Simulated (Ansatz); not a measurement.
**Energy of Sc along an even scaling of the cell**

System: Sc (Fm-3m, 1 atom in the cell).
Method: Kohn-Sham DFT of a periodic cell, PBE, DFT+U, spin-orbit coupling, all-electron LAPW, scalar-relativistic, no spin polarisation (Ansatz 0.2.0).

The 7 runs differ only in the geometry, by an even scaling of the cell at fixed fractional positions. The structure derives from an entry of the Crystallography Open Database.

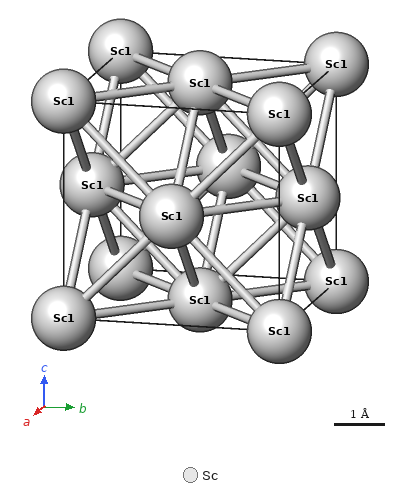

Figure 1. The structure of run 4 (ball-and-stick view of the cell 4 times as large as that of the calculation, set on its symmetry axes, seen slightly off an axis; atoms are numbered from 1 in the order of the input).

**Input of run 4**
```yaml
crystal:
  lattice:
    - [0.0, 2.26, 2.26]
    - [2.26, 0.0, 2.26]
    - [2.26, 2.26, 0.0]
  atoms:
    - { symbol: Sc, position: [0.0, 0.0, 0.0] }
kpoints:
  mp_grid: { grid: [8, 8, 8] }
scf:
  occupations: { method: fermi_dirac, width: 0.1 }
hamiltonian:
  xc: pbe
  pseudopotentials: { kind: all_electron, lapw: { basis_error: 0.002 } }
  hubbard:
    sites: [{ species: Sc, l: d, u_eff: 3 }]
    double_counting: fll
    projectors: atomic
magnetization:
  noncollinear: true
  spin_orbit: true
output:
  forces: true
  stress: true
  eigenvalues: true
  hubbard: {}
```

Command:
```bash
ansatz run input.yaml --threads 1 --pin off --max-ram 2560MiB --backend cpu --events-out ev --progress --plain --runs-dir out
```

Lattice vectors (Å) and fractional positions of run 4:
```
   0.000000    2.260000    2.260000
   2.260000    0.000000    2.260000
   2.260000    2.260000    0.000000
Sc  0.000000  0.000000  0.000000
```

Run 3 differs from it as follows:
```diff
-    - [0.0, 2.26, 2.26]
-    - [2.26, 0.0, 2.26]
-    - [2.26, 2.26, 0.0]
+    - [0.0, 2.2448317577, 2.2448317577]
+    - [2.2448317577, 0.0, 2.2448317577]
+    - [2.2448317577, 2.2448317577, 0.0]
```

**Results, with one run withheld**

```csv
run,volume per atom (Å³),"free energy per atom, from the lowest run given (meV)",pressure (GPa)
1,21.701,229.43,17.76
2,22.163,180.59,16.14
3,22.625,?,?
4,23.086,96.35,13.14
5,23.548,60.49,11.76
6,24.010,28.48,10.47
7,24.472,0.00,9.25
```

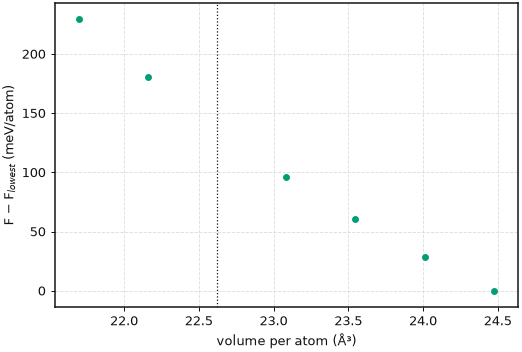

Figure 2. Free energy per atom of the runs given; the dotted line marks run 3.

What should run 3 give?

A cubic polynomial in V^(−2/3) (the Birch–Murnaghan form), fitted to the 6 runs given, misses them by at most 0.04 meV per atom. With x = V^(−2/3) − 0.12319 Å⁻², it reads F = 92.963 + 22873 x + 5.2168e+05 x² − 4.0251e+06 x³ (meV per atom). At run 3 it gives 136.27 meV per atom, and the run itself gives 136.31. The slope of the fit gives a pressure −dF/dV of 14.60 GPa there, and the run prints 14.60 GPa. The fit has no minimum inside this range.

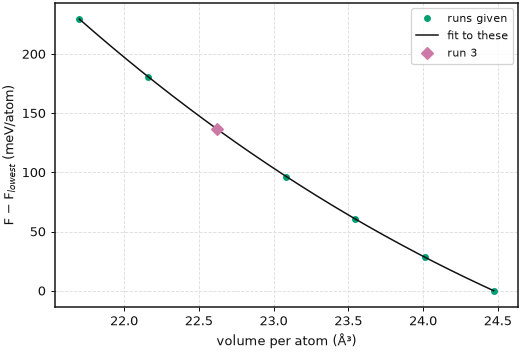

Figure 3. The fit and the withheld run.

**Output, shortened to warnings, some set-up lines, iterations and results (run 3)**
```
Basis set: ecut = 164.2788828160196 eV, 113 PW (Γ), exchange–correlation at level 2
Symmetry: 48 space group operations + 48 with time reversal
k-points: 29 of 512
Initial density: superposition of atomic densities (chi_scale 0.1, normalization cell)
[...]
SCF iter   1: F=—  HF=-20792.206866 eV  |F-HF|=—  |Δ(HF+E_count)|=         —  Δρ=1.67e-2  dr2=5.66e-2  dr2_m=0.00e0 (ungated)  ethr=5.12e-4  |M|=0.00e0 ∫|m|=0.00e0 μB  …
SCF iter   2: F=—  HF=-20792.299923 eV  |F-HF|=—  |Δ(HF+E_count)|=   9.31e-2  Δρ=8.83e-3  dr2=1.60e-2  dr2_m=0.00e0 (ungated)  ethr=5.12e-4  |M|=0.00e0 ∫|m|=0.00e0 μB  …
SCF iter   3: F=—  HF=-20792.517558 eV  |F-HF|=—  |Δ(HF+E_count)|=   2.18e-1  Δρ=5.46e-4  dr2=5.38e-5  dr2_m=0.00e0 (ungated)  ethr=4.92e-7  |M|=0.00e0 ∫|m|=0.00e0 μB  …
SCF iter   4: F=—  HF=-20792.542935 eV  |F-HF|=—  |Δ(HF+E_count)|=   2.54e-2  Δρ=3.39e-4  dr2=1.79e-5  dr2_m=0.00e0 (ungated)  ethr=4.89e-7  |M|=0.00e0 ∫|m|=0.00e0 μB  …
SCF iter   5: F=—  HF=-20792.543097 eV  |F-HF|=—  |Δ(HF+E_count)|=   1.62e-4  Δρ=1.66e-4  dr2=5.69e-6  dr2_m=0.00e0 (ungated)  ethr=1.63e-7  |M|=0.00e0 ∫|m|=0.00e0 μB  …
SCF iter   6: F=—  HF=-20792.543142 eV  |F-HF|=—  |Δ(HF+E_count)|=   4.51e-5  Δρ=6.63e-5  dr2=1.22e-6  dr2_m=0.00e0 (ungated)  ethr=5.17e-8  |M|=0.00e0 ∫|m|=0.00e0 μB  …
SCF iter   7: F=-20792.543143 eV  HF=-20792.543143 eV  |F-HF|=4.18e-8  |Δ(HF+E_count)|=   1.18e-6  Δρ=5.96e-6  dr2=9.15e-9  dr2_m=0.00e0 (ungated)  ethr=1.11e-8  |M|=0.00e0 …
SCF 1 converged in 7 iterations: F = -20792.543143 eV  dr2 = 9.15e-9
WARN: this state was not checked for a lower one beside it: the run's test of it (scf.lower_state_search) could not run behind this SCF: none is made under non-collinear spin (noncollinear)
SCF converged after 7 iterations
Magnetization: |M| = 0.0000 μB,  M = (+0.0000, +0.0000, +0.0000) μB
Absolute magnetization: 0.0000 μB (∫|m|)
  site 0: m = (+0.0000, +0.0000, +0.0000) μB, |m| = 0.0000 μB  (R = 1.59 Å)
Free energy (F): -20792.543143 eV
Harris-Foulkes:  -20792.543143 eV  (|F-HF|=4.18e-8)
Internal energy: -20792.475748 eV  (E = F + TS)
E sigma→0 (E₀):  -20792.509445 eV
Entropy (-TS):   -0.067395 eV (-67.395 meV/atom)
Fermi energy:    11.203634 eV
--- Per-component energies (eV) ---
  E_band       = -152.442814
  E_kinetic    = 20981.060517
  E_xc         = -1063.878913
  E_hubbard    = 3.066712  (on-site DFT+U / exact-exchange correction)
  E_vhub       = 1.830634  (the Hubbard potential's part of the band-sum identity)
  E_electrostatic = -40712.724064  (all electrons and nuclei)
  E_smearing   = -0.067395  (= −TS)
  E_closure    = 0.000000  (closes the sum)
  E_atoms      = -20791.165308  (free atoms, spherical and without spin; not in F)
  Σ components = -20792.543143   (vs F -20792.543143, Δ=0.00e0)
  Basis errors (estimates in eV, not in F): energy 1.1e-4 per atom: plane waves 8.8e-5 (6.5e-5 summed), levels above the bands 1.5e-28, relativity 2.7e-8, radial functions 1.8e-5, core shells 9.1e-9; eigenvalues (radial functions only) 2.4e-6; not estimated: angular momenta, meshes, grids; target …
--- Hubbard shell moments (per corrected site; Tr N, ν in electrons; μ in μ_B) ---
  shell 0: Tr N=2.8672  μ_S=(+0.0000, +0.0000, -0.0000)  μ_L=(+0.0000, -0.0000, -0.0000)  μ=(+0.0000, +0.0000, -0.0000)  ν=0.0033 (axis n/a)
--- Forces (eV/Å), atoms counted from 1 ---
  atom   1  Sc     0.00000000     0.00000000     0.00000000
  max |Σ_I F_I| component: 3.58e-29 eV/Å
--- Stress (GPa, compression-positive) ---
       14.603932       0.000000       0.000000
        0.000000      14.603932       0.000000
        0.000000       0.000000      14.603932
  P = ⅓ Tr σ = 14.6039 GPa (146.039 kbar)
Occupation matrices written to [file]
--- Occupation matrices: 1 shell (run DFT+U table (atomic); ε = 1.36e-2) ---
  Sc0 d_3D: site group Oh (m-3m)
  Sc0 d_3D spinor Tr n = 2.8672  λ = 0.279 0.279 0.279 0.279 0.282 0.282 0.296 0.296 0.296 0.296  [6× xz 0.33 (T2g 1.00) G3/2g(0.67) | 4× z2 0.50 (Eg 1.00) G3/2g(1.00)]
  Tr n, λ and their labels are of the run-group-symmetrised matrices; stabiliser: 96 of 96 elements of G0×{1,Θ} (closed), max defect 1.4e-15 at τ = 2.9e-3
```

Warnings of the run: the state was not tested for a lower one.
